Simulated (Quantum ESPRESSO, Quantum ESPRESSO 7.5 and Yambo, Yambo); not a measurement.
## As (buckled honeycomb monolayer): G0W0 on several meshes in Yambo

How does the mesh move the gap of As (buckled honeycomb monolayer)?

Method: PBE and many-body steps on it, plane waves, in Quantum ESPRESSO 7.5 and Yambo 5.3.0.

## Step 1: The structure

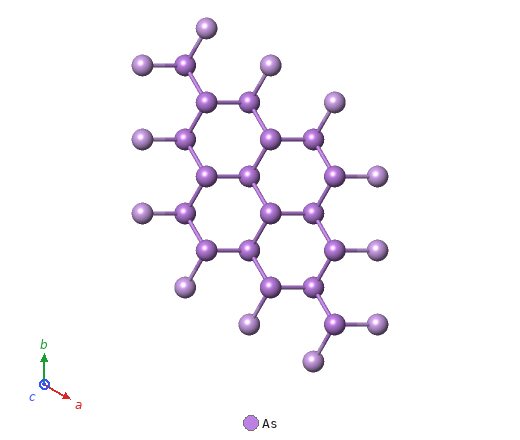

Start, viewed from above; arsenic purple. 3×3×1 cells are drawn. Some periodic images of atoms are drawn too.

The cell holds 2 atoms: 2 As. Its edges and angles: a = 3.611 Å, b = 3.611 Å, c = 14.000 Å, α = 90.0°, β = 90.0°, γ = 120.0°. Vacuum lies along c.

The structure was relaxed with PBE. The runs that relaxed it are not among those shown.

## Step 2: Empty states on the mesh, 6×6×1 mesh, 233 bands

This step: Quantum ESPRESSO 7.5; DFT, PBE, plane waves, norm-conserving pseudopotentials.

The sums over transitions need many empty states on a uniform mesh; this step solves for them.

File pw.in:

```
&control
  calculation = 'nscf'
  prefix = 'x'
  outdir = 'o'
  pseudo_dir = 'pseudo'
/
&system
  ibrav = 0
  nat = 2
  ntyp = 1
  ecutwfc = 100.0
  nbnd = 233
  force_symmorphic = .true.
/
&electrons
  conv_thr = 1e-9
  electron_maxstep = 80
  diago_full_acc = .true.
  diago_thr_init = 5e-6
/
ATOMIC_SPECIES
  As 74.922 As.upf
CELL_PARAMETERS angstrom
  3.6112698141 -0.0000000000 0.0000000000
  -1.8056349070 3.1274513989 0.0000000000
  0.0000000000 0.0000000000 14.0000000000
ATOMIC_POSITIONS crystal
  As 0.3333333333 0.6666666667 0.4503483115
  As 0.6666666667 0.3333333333 0.5496516885
K_POINTS automatic
  6 6 1 0 0 0
```

Run with:

```
OMP_NUM_THREADS=1 mpirun -n 8 pw.x -nk 4 -in pw.in > pw.out
```

Output:

```text
Program PWSCF v.7.5 starts

     This program is part of the open-source Quantum ESPRESSO suite
     for quantum simulation of materials; please cite
         "P. Giannozzi et al., J. Phys.:Condens. Matter 21 395502 (2009);
         "P. Giannozzi et al., J. Phys.:Condens. Matter 29 465901 (2017);
         "P. Giannozzi et al., J. Chem. Phys. 152 154105 (2020);
     in publications or presentations arising from this work. More details at

     Atomic positions and unit cell read from directory:
     o/x.save/

     Message from routine setup:
[...]
-185.6155-185.6151-129.0137-129.0132-129.0117-129.0111-128.9551-128.9540
[...]
26.9869  27.5028  27.8688  28.0663  28.5569  28.7980  28.9630  29.3258
     [... 18 further rows ...]
    67.7744  67.9560  68.1635  68.4657  68.7202  68.8187  68.8650  69.1505
    69.2642

          k = 0.0000-0.5774 0.0000 ( 18060 PWs)   bands (ev):

     [... further k-points ...]

     highest occupied, lowest unoccupied level (ev):    -0.9090    0.7366

     XML data file, pseudopotentials, collected wavefunctions

=------------------------------------------------------------------------------=
   JOB DONE.
=------------------------------------------------------------------------------=
```

It took 87 s on 8 MPI ranks of Arm Neoverse N1, shared host; peak memory 1.9 GiB; 12 min of CPU time.

Numbers from this step:

| Property | Result |
| --- | --- |
| gap | 1.646 eV |
| k of the valence top | 0, 0, 0 |
| k of the conduction bottom | 0, 0.3333, 0 |
| least direct gap | 1.948 eV |
| k points computed | 7 |
| lowest point of the top converged band, above the valence top | 66.5999 eV |

On this mesh the gap is 1.646 eV.

The density comes from a self-consistent run that is not shown.

## Step 3: Conversion and set-up

This step: Yambo 5.3.0; conversion and set-up on PBE, plane waves, norm-conserving pseudopotentials.

The states are converted to the many-body program's format and the q mesh is built.

Run with:

```
(cd o/x.save; p2y > p2y.log; mv SAVE ../..); yambo > setup.log
```

Output:

```text
 Yambo, version 5.3.0

 [02] CORE Variables Setup
 =========================

  [02.01] Unit cells
  ==================

  Cell kind             :  HCP
  Atoms in the cell     :  As
  number of As atoms    :  2

  List of atomic masses
  Mass of As    :  74.92200

  List of atomic coordinates    : [cc]
  As1       : -0.27822E-09   3.9400       11.914      order 1
  As2       :   3.41216   1.97001  14.54168  order 2

  Alat factors          :   6.82431   5.91003  26.45617 [a.u.]
  Direct lattice volume :   1067.03    [a.u.]
  Direct lattice vectors:  A[ 1 ]  A[ 2 ]  A[ 3 ]
[...]
BZ  Q-points                                      :   36

 K/Q-points units:
 rlu = crystal or reduced units; cc = cartesian coordinates; iku = interal k-units

 Q [1]          [rlu]:  0.000000  0.000000  0.000000
 Q [2]          [rlu]: -0.10630E-16  0.16667       0.0000
 Q [3]          [rlu]: -0.21260E-16  0.33333       0.0000
 Q [4]          [rlu]:  0.31890E-16 -0.50000       0.0000
 Q [5]          [rlu]:  0.166667  0.166667  0.000000
 Q [6]          [rlu]:  0.166667  0.333333  0.000000
 Q [7]          [rlu]:  0.333333  0.333333  0.000000

  [03.01] X indexes
  =================

   [03.01.01] Sigma indexes
   ========================

 [06] Game Over & Game summary
```

It took 3.7 s on 1 MPI rank; peak memory 0.26 GiB.

## Step 4: 6×6×1

G0W0 replaces the xc potential by the self-energy, built once from these orbitals. Only a window of levels is corrected, while the sums run over the empty bands that the input names.

This step: G0W0 on PBE, plane waves, norm-conserving pseudopotentials.

File gw2.in:

```
HF_and_locXC
gw0
dyson
ppa
em1d
rim_cut
rim_w
RandQpts= 3000000
RandGvec= 100 RL
CUTGeo= "slab z"
RandGvecW= 9 RL
EXXRLvcs= 100 Ry
VXCRLvcs= 400 Ry
Chimod= "HARTREE"
% BndsRnXp
 1 | 120 |
%
NGsBlkXp= 8 Ry
% LongDrXp
 1 | 1 | 0 |
%
% GbndRnge
 1 | 120 |
%
DysSolver= "n"
ExtendOut
PPAPntXp= 27.21138 eV
% QPkrange
 1 | 1 | 22 | 25 |
 3 | 3 | 22 | 25 |
%
```

Run with:

```
OMP_NUM_THREADS=1 mpirun -n 8 yambo -F gw2.in -J gw2 -C gw2 > gw2.log
```

Output:

```text
 Yambo, version 5.3.0

 [02] CORE Variables Setup
 =========================

  [... cell, symmetries and grids as in the set-up ...]

  [02.05] Energies & Occupations
  ==============================

  [X] === General ===
  [X] Electronic Temperature                        :  0.000000  0.000000 [eV K]
  [X] Bosonic    Temperature                        :  0.000000  0.000000 [eV K]
  [X] Finite Temperature mode                       : no
  [X] El. density                                   :  0.29092E+24 [cm-3]
  [X] Fermi Level                                   : -0.908984 [eV]

  [X] === Gaps and Widths ===
  [X] Conduction Band Min                           :  1.645614 [eV]
  [X] Valence Band Max                              :  0.000000 [eV]
  [X] Filled Bands                                  :  23
  [X] Empty Bands                                   :   24  233
  [X] Direct Gap                                    :  1.948162 [eV]
  [X] Direct Gap localized at k                     :  1
  [X] Indirect Gap                                  :  1.645614 [eV]
  [X] Indirect Gap between kpts                     :  1  3
  [X] Last valence band width                       :  1.964014 [eV]
  [X] 1st conduction band width                     :  1.151044 [eV]

 [03] Transferred momenta grid and indexing
 ==========================================

 IBZ Q-points                                      :   7
 BZ  Q-points                                      :   36

 K/Q-points units:
 rlu = crystal or reduced units; cc = cartesian coordinates; iku = interal k-units

 Q [1]          [rlu]:  0.000000  0.000000  0.000000
 Q [2]          [rlu]: -0.10630E-16  0.16667       0.0000
 Q [3]          [rlu]: -0.21260E-16  0.33333       0.0000
 Q [4]          [rlu]:  0.31890E-16 -0.50000       0.0000
 Q [5]          [rlu]:  0.166667  0.166667  0.000000
 Q [6]          [rlu]:  0.166667  0.333333  0.000000
 Q [7]          [rlu]:  0.333333  0.333333  0.000000

 [04] Coloumb potential Random Integration (RIM)
 ===============================================

 Performing RIM of v_slab

  [04.01] RIM initialization
  ==========================

  * Diagonal components only detected *

  8 x (sBL volume)        :  0.051660 [a.u.]
  sBZ random points       :  3000000
  Points outside the sBZ  :  24000829
  RL volume               :  0.232469 [a.u.]
  Integrated volume       :  0.232461 [a.u.]

  [04.02] RIM integrals
  =====================

  Gamma point sphere radius             :  0.041605 [a.u.]
  Points outside the sphere             :  2398884
  [Int_sBZ(q=0) 1/q^2]*(Vol_sBZ)^(-1/3) =:  7.487296
                                 should be <:  7.795600

  Summary of Coulomb integrals for non-metallic bands |Q|[au] RIM/Bare

  Q [1] 0.100000E-4 0.960452 * Q [2] 0.177190 0.997483
  Q [5] 0.306902 1.024611 * Q [3] 0.354380 1.023541
  Q [6] 0.468801 1.017709 * Q [4] 0.531570 1.014578
  Q [7] 0.613804 1.011396
  Non-periodic chartesian directions : none
  Optical renormalization            :  26.45617 [au]
  Polarizability dimension           : length

 [05] Coloumb potential CutOffslab
 =================================

 Cut directionsZ
 Slab Cutoff:Z
 Symmetry test passed : yes

 [06] Dipoles
 ============

  [06.01] Setup: observables and procedures
  =========================================

 [07] Dynamic Dielectric Matrix (PPA)
 ====================================

 [SLK-Inversion]  Pools        :  2
 [SLK-Inversion]  BLACS grid   :  2  2

 [WR./gw2//ndb.pp]---------------------------------------------------------------
  Brillouin Zone Q/K grids (IBZ/BZ)                :    7   36    7   36
  RL vectors                                       :  21365 [WF]
  Coulomb cutoff potential                         : slab z
  Electronic Temperature                           :  0.000000 [K]
  Bosonic    Temperature                           :  0.000000 [K]
  PPA    diel. fun.  energies                      : Perdew, Burke & Ernzerhof(X)+Perdew, Burke & Ernzerhof(C)
[...]
X poles                                          :  100.0000 [o/o]
  RL vectors in the sum                            :  21365
  [r,Vnl] included                                 : yes
  Field direction                                  :  0.707107E-5  0.707107E-5   0.00000
  BZ energy Double Grid                            : no
  BZ energy DbGd points                            : 0
  BZ Q point size factor                           : -1.000000
  X Optical Averaged directions                    : none

 [08] Local Exchange-Correlation + Non-Local Fock
 ================================================

 [VXC] Plane waves :  144181
 [EXS] Plane waves :  18025

 QP @ state[ 1 ] K range:  1  1
 QP @ state[ 1 ] b range:  22  25
 QP @ state[ 2 ] K range:  3  3
 QP @ state[ 2 ] b range:  22  25

 [xc] Functional : Perdew, Burke & Ernzerhof(X)+Perdew, Burke & Ernzerhof(C)
 [xc] LIBXC used to calculate xc functional
  PP Number of Atomic Species                      :  1
  NLCC RL compoments                               :  144181
  PP Number of Atomic Species                      :  1
  NLCC RL compoments                               :  144181

 [xc] E_xc :  -47.81826 [Ha]
      E_xc :  -95.63652 [Ry]

  Local XC kind (lXC) : Perdew, Burke & Ernzerhof(X)+Perdew, Burke & Ernzerhof(C)
  Non-Local XC kind (nlXC) : Hartree-Fock

  Corrections @ K [1] :  [eV]
 <22|nlXC|22> = -15.29556  0.15138E-16 <22|lXC|22> = -14.05397  0.18882E-15
 <23|nlXC|23> = -15.29564  0.46547E-17 <23|lXC|23> = -14.05397  0.18882E-15
 <24|nlXC|24> = -8.947700 -0.40892E-18 <24|lXC|24> = -12.75021  0.18882E-15
 <25|nlXC|25> = -8.849161  0.20264E-17 <25|lXC|25> = -13.27561  0.000000

  Corrections @ K [3] :  [eV]
 <22|nlXC|22> = -15.32122 -0.58292E-17 <22|lXC|22> = -13.35912  0.000000
 <23|nlXC|23> = -14.51670 -0.12076E-17 <23|lXC|23> = -12.57054 -0.94408E-16
 <24|nlXC|24> = -7.601211  0.26321E-17 <24|lXC|24> = -11.00362  0.000000
 <25|nlXC|25> = -6.559471  0.24704E-17 <25|lXC|25> = -10.79247 -0.94408E-16

 [09] Dyson equation: Newton solver
 ==================================

  [09.01] RIM-W interpolation
  ===========================

  [WARNING] RIM-W works only for 2D semiconductors with slab cutoff
  Found compatible q grid: 2D
  q_min[ 1 ]:  0.16667      0.29894E-11   0.0000     [rlu]
   0.166667  0.083333  0.000000 [iku]
  q_min[ 2 ]:  0.61536E-11  0.16667       0.0000     [rlu]
   0.61536E-11  0.16667       0.0000     [iku]
  G-vectors :   9
  G-vectors loaded:   63
  Number of interpolated frequencies:  2

  Evaluating coefficients q = 0
  Evaluating coefficients q = 0

  [09.02] RIM-W integrals
  =======================

  8 x (sBL volume)        :  0.051660 [a.u.]
  sBZ random points       :  3000000
  Points outside the sBZ  :  24000829
  RL volume               :  0.232469 [a.u.]
  Integrated volume       :  0.232461 [a.u.]

  [09.03] RIM integrals
  =====================

  Comparison between head Wc = W - v averages: < Wc > [au] RIM-W/RIM

   < -Wc [Q = 1] > 0.364336E-1 0.483878E-4 * < -Wc [Q = 2] > 0.005334 0.005144
   < -Wc [Q = 3] > 0.976992E-3 0.955822E-3 * < -Wc [Q = 4] > 0.326463E-3 0.322611E-3
   < -Wc [Q = 5] > 0.001434 0.001400 * < -Wc [Q = 6] > 0.469831E-3 0.464826E-3
   < -Wc [Q = 7] > 0.218812E-3 0.217344E-3

  Comparison between head Wc = W - v averages: < Wc > [au] RIM-W/RIM

   < -Wc [G = 1,G`=0] > 0.364336E-1 0.483878E-4 * < -Wc [G = 2,G`=0] >-0.002021 0.000000
   < -Wc [G = 3,G`=0] >-0.002021 0.000000 * < -Wc [G = 4,G`=0] > 0.698915E-4  0.00000
   < -Wc [G = 5,G`=0] > 0.698709E-4  0.00000 * < -Wc [G = 6,G`=0] > 0.509404E-4  0.00000
   < -Wc [G = 7,G`=0] > 0.509660E-4  0.00000 * < -Wc [G = 8,G`=0] >-0.165680E-4  0.00000
   < -Wc [G = 9,G`=0] >-0.165702E-4  0.00000

 [10] G0W0 (W PPA)
 =================

 [  GW  ] Bands range     :    1  120
 [GW/PPA] G damping       :  0.100000 [eV]

 QP @ state[ 1 ] K range:  1  1
 QP @ state[ 1 ] b range:  22  25
 QP @ state[ 2 ] K range:  3  3
 QP @ state[ 2 ] b range:  22  25

  Sc/G bands                                       :    1  120
  Sc/G damping                                     :  0.100000 ev
  Sc bands terminator                              : no
  Sx RL components                                 :  18025

  QP @ state[ 1 ] K range                          :  1  1
  QP @ state[ 1 ] b range                          :  22  25
  QP @ state[ 2 ] K range                          :  3  3
  QP @ state[ 2 ] b range                          :  22  25
  GF energies kind                                 : Perdew, Burke & Ernzerhof(X)+Perdew, Burke & Ernzerhof(C)
  GF WF`s kind                                     : Perdew, Burke & Ernzerhof(X)+Perdew, Burke & Ernzerhof(C)
  Xs energies kind                                 : Perdew, Burke & Ernzerhof(X)+Perdew, Burke & Ernzerhof(C)
  Xs WF`s kind                                     : Perdew, Burke & Ernzerhof(X)+Perdew, Burke & Ernzerhof(C)

 [14] Game Over & Game summary
```

The job ended after 5.8 min (8 MPI ranks; peak memory 7.9 GiB; 46 min of CPU time).

Numbers from this step:

```yaml
g0w0_gap_on_the_points_computed: 2.567 eV
starting_gap_on_the_mesh: 1.646 eV
k_of_the_valence_top: 0, 0, 0
k_of_the_conduction_bottom: 0, 0.3333, 0
least_direct_g0w0_gap_on_the_computed_points: 3.044 eV
z_at_the_valence_top: 0.7363
z_at_the_conduction_bottom: 0.7436
```

The gap on the mesh goes from 1.65 eV to 2.57 eV, a correction of +0.92 eV.

## Step 5: Empty states on the mesh, 9×9×1 mesh, 120 bands

This step: Quantum ESPRESSO 7.5; DFT, PBE, plane waves, norm-conserving pseudopotentials.

Changes to pw.in since step 2:

```diff
@@ -11,3 +11,3 @@
   ecutwfc = 100.0
-  nbnd = 233
+  nbnd = 120
   force_symmorphic = .true.
@@ -30,2 +30,2 @@
 K_POINTS automatic
-  6 6 1 0 0 0
+  9 9 1 0 0 0
```

Run with:

```
OMP_NUM_THREADS=1 mpirun -n 8 pw.x -nk 4 -in pw.in > pw.out
```

Output:

```text
[banner, memory and clock lines left out]
Program PWSCF v.7.5 starts

     Atomic positions and unit cell read from directory:
     o/x.save/

     Message from routine setup:
     using ibrav=0 with symmetry is DISCOURAGED, use correct ibrav instead

     bravais-lattice index     =            0
     lattice parameter (alat)  =       6.8243  a.u.
     unit-cell volume          =    1067.0263 (a.u.)^3
     number of atoms/cell      =            2
     number of atomic types    =            1
     number of electrons       =        46.00
[...]
[... 3 further rows ...]
[...]
k = 0.0000 0.2566 0.0000 ( 17997 PWs)   bands (ev):

  -185.6155-185.6151-129.0137-129.0134-129.0114-129.0111-128.9554-128.9537
[...]
[... 3 further rows ...]
    37.7253  37.7672  37.9921  38.7156  38.9709  39.4241  39.4524  39.8089
    40.3039  40.4490  40.4852  40.5072  40.6263  40.7653  41.5922  42.0143

          k = 0.0000 0.3849 0.0000 ( 18027 PWs)   bands (ev):

     [... further k-points ...]

     highest occupied, lowest unoccupied level (ev):    -0.9090    0.7366

     XML data file, pseudopotentials, collected wavefunctions
```

It took 59 s on 8 MPI ranks; peak memory 1.2 GiB.

This step gave:

* gap: 1.646 eV
* k of the valence top: 0, 0, 0
* k of the conduction bottom: 0, 0.3333, 0
* least direct gap: 1.948 eV
* k points computed: 12
* lowest point of the top converged band, above the valence top: 41.02 eV

On this mesh the gap is 1.646 eV.

(Continued in part 2 of 2.)

[Paths, hosts, dates, memory and timing lines, banners, echoed tables and standing remarks are left out of the program output.]

[Logs are printed without paths, hosts, clocks, repeated set-up lines and the standing remarks that a program may print on its own settings, such as how far it seeks lower states.]

[Runs of the session that timed out or met a known fault of the program may be left out.]

[Hosts, paths, dates, database ids (printed as entryN), source tags and the programs' standing remarks are cut or masked in the printed files.]
